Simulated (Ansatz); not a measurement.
**Two runs on SrO**

System: SrO (Fm-3m, 2 atoms in the cell).
Method of the first run: DFT, PBE, plane waves, PAW, no spin polarisation (Ansatz 0.2.0).

The structure was built on a prototype by a generator. The geometry comes from this level: PBE. Text and figures count atoms from 1; the logs count them from 0 in places.

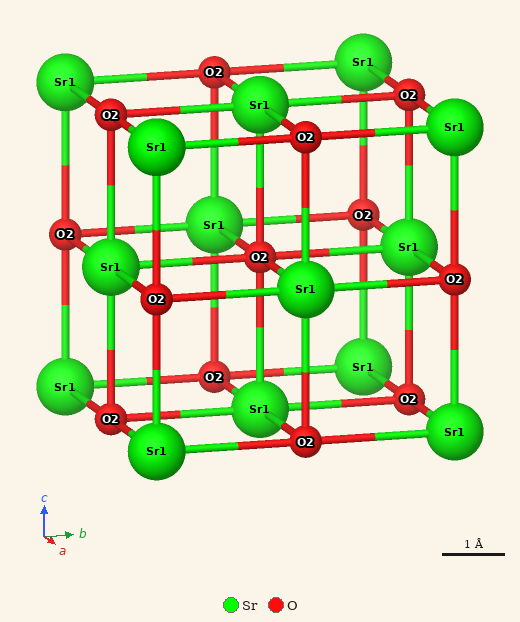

Fig. 1: The input geometry (ball-and-stick view of the cell 4 times as large as that of the calculation, set on its symmetry axes, seen slightly off an axis; atoms are numbered from 1 in the order of the input).

Input, the first run:
```yaml
crystal:
  lattice:
    - [0.0, 2.5442532982, 2.5442532982]
    - [2.5442532982, 0.0, 2.5442532982]
    - [2.5442532982, 2.5442532982, 0.0]
  atoms:
    - { symbol: Sr, position: [0.0, 0.0, 0.0] }
    - { symbol: O, position: [0.5, 0.5, 0.5] }
kpoints:
  mp_grid: { grid: [8, 8, 8] }
hamiltonian:
  xc: pbe
scf:
  occupations: { method: fixed }
  n_extra_bands: 4
output:
  forces: true
  stress: true
  eigenvalues: true
```

Launched with:
```bash
ansatz run input.yaml --threads 2 --pin off --max-ram 3686MiB --backend cpu --events-out ev --progress --plain --runs-dir out
```

Hardware: 2 threads of Arm Neoverse V2, 24 GiB of memory available, shared host.

Output, shortened to warnings, some set-up lines, iterations and results (the first run):
```
Basis set: ecut = 420 eV, 645 PW (Γ), exchange–correlation on 50×50×50 points (8 copies of the dense FFT grid, shifted against one another)
Symmetry: 48 space group operations
k-points: 29 of 512
Initial density: superposition of atomic densities (neutral atoms: chi_scale 0, normalization atom), corrected by the library's trained network
[...]
SCF iter   1: F=—  HF=-4114.590843 eV  |F-HF|=—  |Δ(HF+E_count)|=         —  Δρ=3.94e-4  dr2=1.60e-5  ethr=1.77e-3  ⟨swp⟩=6.0  Hψ=2247  notcnv=0  defer=52
SCF iter   2: F=—  HF=-4114.591096 eV  |F-HF|=—  |Δ(HF+E_count)|=   2.52e-4  Δρ=2.58e-4  dr2=1.33e-5  ethr=9.99e-8  ⟨swp⟩=3.8  Hψ=1106  notcnv=0  defer=56
SCF iter   3: F=—  HF=-4114.591160 eV  |F-HF|=—  |Δ(HF+E_count)|=   6.45e-5  Δρ=4.12e-4  dr2=4.83e-5  ethr=8.33e-8  ⟨swp⟩=2.3  Hψ=562  notcnv=0  defer=56  recentre
SCF iter   4: F=—  HF=-4114.591150 eV  |F-HF|=—  |Δ(HF+E_count)|=   1.03e-5  Δρ=9.20e-5  dr2=1.69e-6  ethr=8.33e-8  ⟨swp⟩=2.0  Hψ=447  notcnv=0  defer=56
SCF iter   5: F=-4114.591153 eV  HF=-4114.591153 eV  |F-HF|=4.30e-8  |Δ(HF+E_count)|=   2.69e-6  Δρ=1.75e-5  dr2=5.96e-8  ethr=1.05e-8  ⟨swp⟩=2.0  Hψ=435  notcnv=0  defer=56
SCF iter   6: F=-4114.591153 eV  HF=-4114.591153 eV  |F-HF|=9.59e-9  |Δ(HF+E_count)|=   8.32e-8  Δρ=6.20e-6  dr2=1.15e-8  ethr=3.73e-10  ⟨swp⟩=8.2  Hψ=2230  notcnv=0
SCF 1 converged in 6 iterations: F = -4114.591153 eV  dr2 = 1.15e-8
SCF converged after 6 iterations
Free energy (F): -4114.591153 eV
Harris-Foulkes:  -4114.591153 eV  (|F-HF|=9.59e-9)
Internal energy: -4114.591153 eV  (E = F + TS)
E sigma→0 (E₀):  -4114.591153 eV
Fermi energy:    8.286584 eV
--- Per-component energies (eV) ---
  E_band       = -51.511580
  E_kinetic    = 424.506785
  E_local      = -849.188025  (includes V_loc(G=0)·N_el)
  E_nonlocal   = 250.351640
  E_hartree    = 229.328904
  E_xc         = -249.851236
  E_vxc        = -259.814133  (∫ρ·V_xc dr)
  E_paw        = -2852.455550  (= ΣΔE_a)
  E_vpaw       = -76.025968  (= ΣTr[D̂ρ^β])
  E_aug_tail   = 0.002445  (compensation charges beyond the density's cutoff)
  E_ewald      = -1067.286117
  E_smearing   = -0.000000  (= −TS)
  E_closure    = -0.000000  (closes the sum)
  Σ components = -4114.591153   (vs F -4114.591153, Δ=0.00e0)
--- Forces (eV/Å), atoms counted from 1 ---
  atom   1  Sr    -0.00000000     0.00000000    -0.00000000
  atom   2  O      0.00000000    -0.00000000     0.00000000
  max |Σ_I F_I| component: 1.81e-29 eV/Å
--- Stress (GPa, compression-positive) ---
        6.039440      -0.000000       0.000000
       -0.000000       6.039440      -0.000000
       -0.000000       0.000000       6.039440
  P = ⅓ Tr σ = 6.0394 GPa (60.394 kbar)
```

For the second run the input was changed thus:
```diff
-    - [0.0, 2.5442532982, 2.5442532982]
-    - [2.5442532982, 0.0, 2.5442532982]
-    - [2.5442532982, 2.5442532982, 0.0]
+    - [0.0, 2.5972737625, 2.5972737625]
+    - [2.5972737625, 0.0, 2.5972737625]
+    - [2.5972737625, 2.5972737625, 0.0]
```

How does the second run compare with the first run?

With the same functional and potentials, the second run lies 18.8 meV per atom lower. The pressure goes from 6.04 to 0.02 GPa. The volume per atom goes from 16.47 to 17.52 Å³. The cell is scaled evenly with the atoms at fixed fractional positions, so −ΔP/Δ ln V estimates the bulk modulus midway between the two volumes: about 97 GPa. The number of SCF iterations is the same. The plane waves at Γ go from 645 to 701.

Output, shortened to warnings, some set-up lines, iterations and results (the second run):
```
Basis set: ecut = 420 eV, 701 PW (Γ), exchange–correlation on 50×50×50 points (8 copies of the dense FFT grid, shifted against one another)
Symmetry: 48 space group operations
k-points: 29 of 512
Initial density: superposition of atomic densities (neutral atoms: chi_scale 0, normalization atom), corrected by the library's trained network
[...]
SCF iter   1: F=—  HF=-4114.628188 eV  |F-HF|=—  |Δ(HF+E_count)|=         —  Δρ=3.71e-4  dr2=6.35e-6  ethr=1.77e-3  ⟨swp⟩=5.7  Hψ=2216  notcnv=0  defer=50
SCF iter   2: F=—  HF=-4114.628659 eV  |F-HF|=—  |Δ(HF+E_count)|=   4.71e-4  Δρ=4.83e-4  dr2=7.87e-5  ethr=3.97e-8  ⟨swp⟩=4.2  Hψ=1207  notcnv=0  defer=56
SCF iter   3: F=—  HF=-4114.628690 eV  |F-HF|=—  |Δ(HF+E_count)|=   3.10e-5  Δρ=3.37e-4  dr2=2.72e-5  ethr=3.97e-8  ⟨swp⟩=3.0  Hψ=638  notcnv=0  defer=56
SCF iter   4: F=—  HF=-4114.628708 eV  |F-HF|=—  |Δ(HF+E_count)|=   1.83e-5  Δρ=1.67e-4  dr2=7.68e-6  ethr=3.97e-8  ⟨swp⟩=2.0  Hψ=435  notcnv=0  defer=56
SCF iter   5: F=—  HF=-4114.628710 eV  |F-HF|=—  |Δ(HF+E_count)|=   1.57e-6  Δρ=2.36e-5  dr2=1.67e-7  ethr=3.97e-8  ⟨swp⟩=2.0  Hψ=435  notcnv=0  defer=56
SCF iter   6: F=-4114.628710 eV  HF=-4114.628710 eV  |F-HF|=2.84e-8  |Δ(HF+E_count)|=   1.94e-9  Δρ=1.00e-5  dr2=3.46e-8  ethr=6.25e-10  ⟨swp⟩=10.1  Hψ=2074  notcnv=0
SCF 1 converged in 6 iterations: F = -4114.628710 eV  dr2 = 3.46e-8
SCF converged after 6 iterations
Free energy (F): -4114.628710 eV
Harris-Foulkes:  -4114.628710 eV  (|F-HF|=2.84e-8)
Internal energy: -4114.628710 eV  (E = F + TS)
E sigma→0 (E₀):  -4114.628710 eV
Fermi energy:    7.607940 eV
--- Per-component energies (eV) ---
  E_band       = -63.885480
  E_kinetic    = 422.144878
  E_local      = -878.421704  (includes V_loc(G=0)·N_el)
  E_nonlocal   = 250.054043
  E_hartree    = 238.487726
  E_xc         = -249.125572
  E_vxc        = -258.827588  (∫ρ·V_xc dr)
  E_paw        = -2852.271793  (= ΣΔE_a)
  E_vpaw       = -75.816075  (= ΣTr[D̂ρ^β])
  E_aug_tail   = 0.002366  (compensation charges beyond the density's cutoff)
  E_ewald      = -1045.498654
  E_smearing   = -0.000000  (= −TS)
  E_closure    = -0.000000  (closes the sum)
  Σ components = -4114.628710   (vs F -4114.628710, Δ=0.00e0)
--- Forces (eV/Å), atoms counted from 1 ---
  atom   1  Sr    -0.00000000    -0.00000000    -0.00000000
  atom   2  O      0.00000000    -0.00000000     0.00000000
  max |Σ_I F_I| component: 3.15e-29 eV/Å
--- Stress (GPa, compression-positive) ---
        0.023210      -0.000000      -0.000000
       -0.000000       0.023210      -0.000000
        0.000000       0.000000       0.023210
  P = ⅓ Tr σ = 0.0232 GPa (0.232 kbar)
```

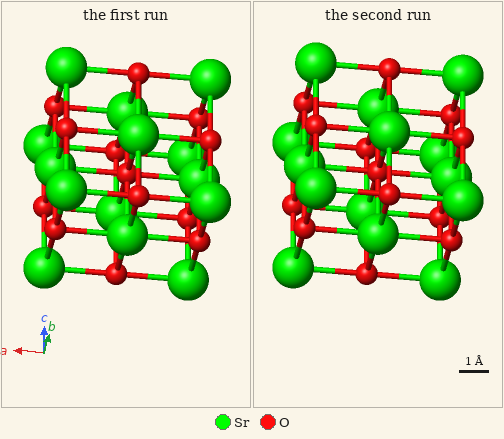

Fig. 2: The two input geometries at one scale (ball-and-stick view of the cell 4 times as large as that of the calculation, set on its symmetry axes, seen at an oblique angle). The atoms keep their places relative to the cell (all moves are under 0.005 Å). Cell: a = b = c 5.089 → 5.195 Å (+2.1 %). Volume +6.4 %. Among the contacts that change: O–Sr 2.544 → 2.597 Å.

The two runs side by side:

| quantity | the first run | the second run |
| --- | --- | --- |
| outcome | converged | converged |
| free energy per atom (eV) | −2057.2956 | −2057.3144 |
| gap on the mesh (eV) | 3.30 | 3.33 |
| pressure (GPa) | 6.04 | 0.02 |
| volume per atom (Å³) | 16.47 | 17.52 |
| largest force (eV/Å) | 0.000 | 0.000 |
| SCF iterations | 6 | 6 |
| irreducible k-points | 29 | 29 |
| plane waves at Γ | 645 | 701 |

For the first run: The cell is under a pressure of 6.0 GPa at this level, so it is not at its equilibrium volume.
